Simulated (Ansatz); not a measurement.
**What a change does: geometry relaxation on CO2**

System: CO2 (Pa-3, 12 atoms in the cell).
Method of run A: DFT PBEsol, scalar-relativistic, plane waves, PAW, no spin polarisation (Ansatz 0.2.0).

The structure derives from an entry of the Crystallography Open Database. Text and figures count atoms from 1; the logs count them from 0 in places.

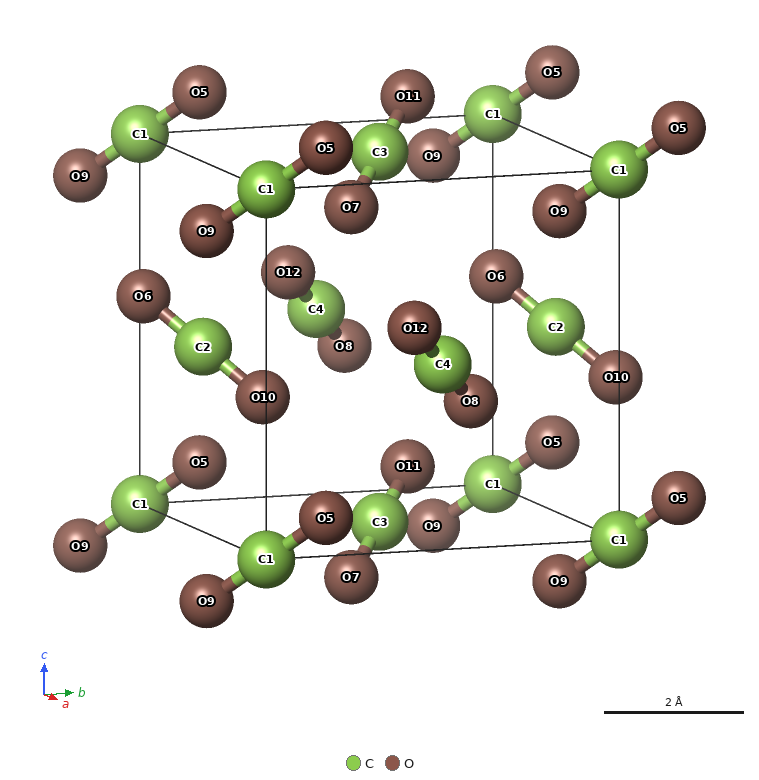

Fig. 1: The starting structure (ball-and-stick view of the cell of the calculation, seen slightly off an axis; atoms are numbered from 1 in the order of the input). Near neighbours in the crystal (not all of them lie inside the picture): C has 2 O at 1.16 Å; O has 1 C at 1.16 Å.

### Input file, run A
```yaml
crystal:
  lattice:
    - [5.4058748019, 0.0, 0.0]
    - [0.0, 5.4058748019, 0.0]
    - [0.0, 0.0, 5.4058748019]
  atoms:
    - { symbol: C, position: [0.0, 0.0, 0.0] }
    - { symbol: C, position: [0.5, 0.0, 0.5] }
    - { symbol: C, position: [0.5, 0.5, 0.0] }
    - { symbol: C, position: [0.0, 0.5, 0.5] }
    - { symbol: O, position: [0.1244143774, 0.1244143774, 0.1244143774] }
    - { symbol: O, position: [0.3755856226, 0.8755856226, 0.6244143774] }
    - { symbol: O, position: [0.6244143774, 0.3755856226, 0.8755856226] }
    - { symbol: O, position: [0.8755856226, 0.6244143774, 0.3755856226] }
    - { symbol: O, position: [0.8755856226, 0.8755856226, 0.8755856226] }
    - { symbol: O, position: [0.6244143774, 0.1244143774, 0.3755856226] }
    - { symbol: O, position: [0.3755856226, 0.6244143774, 0.1244143774] }
    - { symbol: O, position: [0.1244143774, 0.3755856226, 0.6244143774] }
basis:
  ecutwfc: 420
kpoints:
  mp_grid: { grid: [4, 4, 4] }
hamiltonian:
  xc: pbesol
scf:
  occupations: { method: gaussian, width: 0.1 }
output:
  forces: true
  stress: true
  eigenvalues: true
relax:
  adjacent_minimum: "off"
  f_tol: 0.05
  max_steps: 60
  cell: { stress_tol: 0.3, p_target: 1.74 }
```

Command:
```bash
ansatz run input.yaml --threads 4 --pin off --max-ram 10240MiB --backend cpu --events-out ev --progress --plain --runs-dir out
```

Hardware: 4 threads of Arm Neoverse V2, 24 GiB of memory available, shared host.

### Output, shortened to warnings, some set-up lines, iterations and results (run A)
```
Basis set: ecut = 420 eV, 3071 PW (Γ), exchange–correlation on 80×80×80 points (8 copies of the dense FFT grid, shifted against one another)
Symmetry: 24 space group operations
k-points: 11 of 64
Initial density: superposition of atomic densities (neutral atoms: chi_scale 0, normalization atom), corrected by the library's trained network
[...]
SCF iter   1: F=—  HF=-5468.946371 eV  |F-HF|=—  |Δ(HF+E_count)|=         —  Δρ=1.31e-2  dr2=2.03e-1  ethr=1.77e-3  ⟨swp⟩=6.6  Hψ=2102  notcnv=0
SCF iter   2: F=—  HF=-5468.900619 eV  |F-HF|=—  |Δ(HF+E_count)|=   4.58e-2  Δρ=3.13e-3  dr2=1.05e-2  ethr=3.17e-4  ⟨swp⟩=2.0  Hψ=956  notcnv=0  defer=56
SCF iter   3: F=—  HF=-5468.900608 eV  |F-HF|=—  |Δ(HF+E_count)|=   1.02e-5  Δρ=1.10e-3  dr2=1.34e-3  ethr=1.64e-5  ⟨swp⟩=2.9  Hψ=877  notcnv=0  defer=56
SCF iter   4: F=—  HF=-5468.902097 eV  |F-HF|=—  |Δ(HF+E_count)|=   1.49e-3  Δρ=1.88e-4  dr2=6.48e-5  ethr=2.10e-6  ⟨swp⟩=2.5  Hψ=798  notcnv=0  defer=56
SCF iter   5: F=—  HF=-5468.902168 eV  |F-HF|=—  |Δ(HF+E_count)|=   7.07e-5  Δρ=4.56e-5  dr2=3.42e-6  ethr=1.01e-7  ⟨swp⟩=2.1  Hψ=701  notcnv=0  defer=56
SCF iter   6: F=—  HF=-5468.902184 eV  |F-HF|=—  |Δ(HF+E_count)|=   1.62e-5  Δρ=1.05e-5  dr2=1.59e-7  ethr=5.34e-9  ⟨swp⟩=2.0  Hψ=770  notcnv=0  defer=56
SCF iter   7: F=-5468.902185 eV  HF=-5468.902185 eV  |F-HF|=8.11e-9  |Δ(HF+E_count)|=   6.10e-7  Δρ=1.32e-6  dr2=1.84e-9  ethr=1.56e-10  ⟨swp⟩=9.6  Hψ=2105  notcnv=0
SCF 1 converged in 7 iterations: F = -5468.902185 eV  dr2 = 1.84e-9
relax step   1: F+E_penalty+E_count = -5468.90218464 eV  Δ(F+E_penalty+E_count) = +0.000e0 eV  max|allowed force component| = 4.625e-2 eV/Å  Δτ_max = 0.0000 Å  P = +1.854 GPa …
SCF iter   1: F=—  HF=-5468.902206 eV  |F-HF|=—  |Δ(HF+E_count)|=         —  Δρ=1.35e-6  dr2=1.82e-9  ethr=8.60e-8  ⟨swp⟩=3.7  Hψ=3528  notcnv=0
SCF iter   2: F=—  HF=-5468.902185 eV  |F-HF|=—  |Δ(HF+E_count)|=   2.09e-5  Δρ=8.68e-7  dr2=8.08e-10  ethr=2.85e-12  ⟨swp⟩=9.2  Hψ=2197  notcnv=0
SCF iter   3: F=-5468.902185 eV  HF=-5468.902185 eV  |F-HF|=6.37e-11  |Δ(HF+E_count)|=   3.73e-9  Δρ=5.31e-7  dr2=2.46e-10  ethr=1.26e-12  ⟨swp⟩=2.0  Hψ=1547  notcnv=0
SCF 2 converged in 3 iterations: F = -5468.902185 eV  dr2 = 2.46e-10
relax step   2: F+E_penalty+E_count = -5468.90218464 eV  Δ(F+E_penalty+E_count) = -7.758e-10 eV  max|allowed force component| = 4.623e-2 eV/Å  Δτ_max = 0.0000 Å  P = +1.854 …
basis re-selected at this cell: Δ(F+E_penalty+E_count) = -7.758e-10 eV, ΔP = -0.000 GPa vs the last step (what re-selecting the basis moved, of the pressure what is left beyond the Pulay correction that the steps carried, after the strain that the cell walked since its last selection, with what the …
SCF converged after 3 iterations
Free energy (F): -5468.902185 eV
Harris-Foulkes:  -5468.902185 eV  (|F-HF|=6.37e-11)
Internal energy: -5468.902185 eV  (E = F + TS)
E sigma→0 (E₀):  -5468.902185 eV
Fermi energy:    2.147507 eV
--- Per-component energies (eV) ---
  E_band       = -546.632487
  E_kinetic    = 1739.483450
  E_local      = -4510.394639  (includes V_loc(G=0)·N_el)
  E_nonlocal   = 503.897834
  E_hartree    = 1498.379430
  E_xc         = -755.411880
  E_vxc        = -959.857490  (∫ρ·V_xc dr)
  E_paw        = -1603.077678  (= ΣΔE_a)
  E_vpaw       = -316.539494  (= ΣTr[D̂ρ^β])
  E_aug_tail   = 0.019540  (compensation charges beyond the density's cutoff)
  E_ewald      = -2342.164946
  E_core_change = 0.366705  (= ΣΔE_core)
  E_smearing   = -0.000000  (= −TS)
  E_closure    = 0.000000  (closes the sum)
  Σ components = -5468.902185   (vs F -5468.902185, Δ=0.00e0)
--- Forces (eV/Å), atoms counted from 1 ---
  atom   1  C     -0.00000000     0.00000000     0.00000000
  atom   2  C     -0.00000000     0.00000000     0.00000000
  atom   3  C     -0.00000000    -0.00000000    -0.00000000
  atom   4  C     -0.00000000    -0.00000000    -0.00000000
  atom   5  O      0.04623470     0.04623470     0.04623470
  atom   6  O     -0.04623470    -0.04623470     0.04623470
  atom   7  O      0.04623470    -0.04623470    -0.04623470
  atom   8  O     -0.04623470     0.04623470    -0.04623470
  atom   9  O     -0.04623470    -0.04623470    -0.04623470
  atom  10  O      0.04623470     0.04623470    -0.04623470
  atom  11  O     -0.04623470     0.04623470     0.04623470
  atom  12  O      0.04623470    -0.04623470     0.04623470
  max |Σ_I F_I| component: 3.47e-17 eV/Å
--- Stress (GPa, compression-positive) ---
        1.854239       0.000000       0.000000
        0.000000       1.854239       0.000000
        0.000000       0.000000       1.854239
  P = ⅓ Tr σ = 1.8542 GPa (18.542 kbar)
--- Relaxed structure (1 steps of the walk, 1 accepted, 1 SCFs on fresh bases) ---
[...]
```

For run B the input was changed thus:
```diff
-  occupations: { method: gaussian, width: 0.1 }
+  occupations: { method: fixed }
-  f_tol: 0.05
+  f_tol: 0.002
-  cell: { stress_tol: 0.3, p_target: 1.74 }
+  cell: { stress_tol: 0.02, p_target: 1.74 }
```

How does run B compare with run A?

The total energy of run B is 1.2 meV per atom higher, which comes with the changed settings and measures no stability. The largest force goes from 0.080 to 0.000 eV/Å. The volume per atom goes from 13.16 to 13.06 Å³. The SCF takes 41 iterations over all geometry steps against 10. On the same kind of shared host run B took about 3.3 times as long.

### Output, shortened to warnings, some set-up lines, iterations and results (run B)
```
Basis set: ecut = 420 eV, 3071 PW (Γ), exchange–correlation on 80×80×80 points (8 copies of the dense FFT grid, shifted against one another)
Symmetry: 24 space group operations
k-points: 11 of 64
Initial density: superposition of atomic densities (neutral atoms: chi_scale 0, normalization atom), corrected by the library's trained network
[...]
SCF iter   1: F=—  HF=-5468.946263 eV  |F-HF|=—  |Δ(HF+E_count)|=         —  Δρ=1.30e-2  dr2=2.02e-1  ethr=1.77e-3  ⟨swp⟩=4.9  Hψ=1798  notcnv=0  defer=87
SCF iter   2: F=—  HF=-5468.900634 eV  |F-HF|=—  |Δ(HF+E_count)|=   4.56e-2  Δρ=3.12e-3  dr2=1.04e-2  ethr=3.16e-4  ⟨swp⟩=2.0  Hψ=911  notcnv=0  defer=101
SCF iter   3: F=—  HF=-5468.900585 eV  |F-HF|=—  |Δ(HF+E_count)|=   4.89e-5  Δρ=1.10e-3  dr2=1.34e-3  ethr=1.62e-5  ⟨swp⟩=2.0  Hψ=722  notcnv=0  defer=102
SCF iter   4: F=—  HF=-5468.902097 eV  |F-HF|=—  |Δ(HF+E_count)|=   1.51e-3  Δρ=1.96e-4  dr2=6.55e-5  ethr=2.10e-6  ⟨swp⟩=2.6  Hψ=776  notcnv=0  defer=102
SCF iter   5: F=—  HF=-5468.902168 eV  |F-HF|=—  |Δ(HF+E_count)|=   7.16e-5  Δρ=4.36e-5  dr2=3.19e-6  ethr=1.02e-7  ⟨swp⟩=2.0  Hψ=711  notcnv=0  defer=57
[... 47 lines ...]
SCF iter   3: F=—  HF=-5468.888023 eV  |F-HF|=—  |Δ(HF+E_count)|=   3.51e-8  Δρ=2.61e-6  dr2=2.97e-9  ethr=2.66e-11  ⟨swp⟩=2.8  Hψ=900  notcnv=0  defer=85
SCF iter   4: F=—  HF=-5468.888023 eV  |F-HF|=—  |Δ(HF+E_count)|=   2.65e-9  Δρ=3.96e-7  dr2=1.20e-10  ethr=4.63e-12  ⟨swp⟩=2.0  Hψ=776  notcnv=0  defer=85
SCF iter   5: F=-5468.888023 eV  HF=-5468.888023 eV  |F-HF|=3.46e-11  |Δ(HF+E_count)|=  1.76e-10  Δρ=7.42e-8  dr2=1.14e-11  ethr=1.00e-12  ⟨swp⟩=13.5  Hψ=2953  notcnv=0
SCF 8 converged in 5 iterations: F = -5468.888023 eV  dr2 = 1.14e-11
relax step   8: F+E_penalty+E_count = -5468.88802317 eV  Δ(F+E_penalty+E_count) = +1.476e-3 eV  max|allowed force component| = 8.828e-5 eV/Å  Δτ_max = 0.0000 Å  P = +1.721 …
basis re-selected at this cell: Δ(F+E_penalty+E_count) = +1.476e-3 eV, ΔP = -0.009 GPa vs the last step (what re-selecting the basis moved, of the pressure what is left beyond the Pulay correction that the steps carried, after the strain that the cell walked since its last selection, with what the …
SCF converged after 5 iterations
Free energy (F): -5468.888023 eV
Harris-Foulkes:  -5468.888023 eV  (|F-HF|=3.46e-11)
Internal energy: -5468.888023 eV  (E = F + TS)
E sigma→0 (E₀):  -5468.888023 eV
Fermi energy:    -1.211363 eV
--- Per-component energies (eV) ---
  E_band       = -542.679176
  E_kinetic    = 1739.318662
  E_local      = -4487.673556  (includes V_loc(G=0)·N_el)
  E_nonlocal   = 503.761139
  E_hartree    = 1489.113488
  E_xc         = -755.424950
  E_vxc        = -959.887307  (∫ρ·V_xc dr)
  E_paw        = -1602.997356  (= ΣΔE_a)
  E_vpaw       = -316.444812  (= ΣTr[D̂ρ^β])
  E_aug_tail   = 0.019862  (compensation charges beyond the density's cutoff)
  E_ewald      = -2355.372018
  E_core_change = 0.366705  (= ΣΔE_core)
  E_smearing   = -0.000000  (= −TS)
  E_closure    = 0.000000  (closes the sum)
  Σ components = -5468.888023   (vs F -5468.888023, Δ=0.00e0)
--- Forces (eV/Å), atoms counted from 1 ---
  atom   1  C      0.00000000    -0.00000000     0.00000000
  atom   2  C      0.00000000    -0.00000000    -0.00000000
  atom   3  C      0.00000000    -0.00000000     0.00000000
  atom   4  C     -0.00000000    -0.00000000    -0.00000000
  atom   5  O      0.00008828     0.00008828     0.00008828
  atom   6  O     -0.00008828    -0.00008828     0.00008828
  atom   7  O      0.00008828    -0.00008828    -0.00008828
  atom   8  O     -0.00008828     0.00008828    -0.00008828
  atom   9  O     -0.00008828    -0.00008828    -0.00008828
  atom  10  O      0.00008828     0.00008828    -0.00008828
  atom  11  O     -0.00008828     0.00008828     0.00008828
  atom  12  O      0.00008828    -0.00008828     0.00008828
  max |Σ_I F_I| component: 5.69e-19 eV/Å
--- Stress (GPa, compression-positive) ---
        1.720762      -0.000000      -0.000000
       -0.000000       1.720762       0.000000
       -0.000000       0.000000       1.720762
  P = ⅓ Tr σ = 1.7208 GPa (17.208 kbar)
--- Relaxed structure (6 steps of the walk, 6 accepted, 2 SCFs on fresh bases) ---
[...]
```

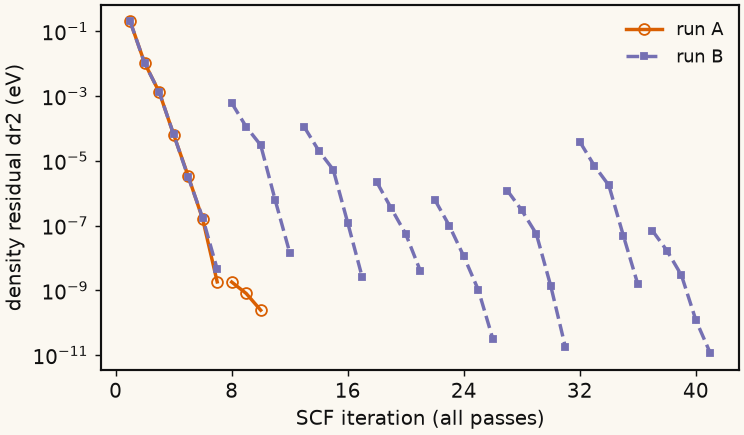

Fig. 2: Convergence of the two runs: density residual dr2 against the SCF iteration. A break in a curve parts two SCF passes. Run A takes 10 iterations in all, and run B takes 41.

### The two runs side by side

```csv
quantity,run A,run B
outcome,converged,converged
free energy per atom (eV),−455.7418,−455.7407
gap on the mesh (eV),6.85,6.85
pressure (GPa),1.85,1.72
volume per atom (Å³),13.16,13.06
largest force (eV/Å),0.080,0.000
SCF iterations,10,41
irreducible k-points,11,11
wall time (shared host),2.6 s,8.6 s
```
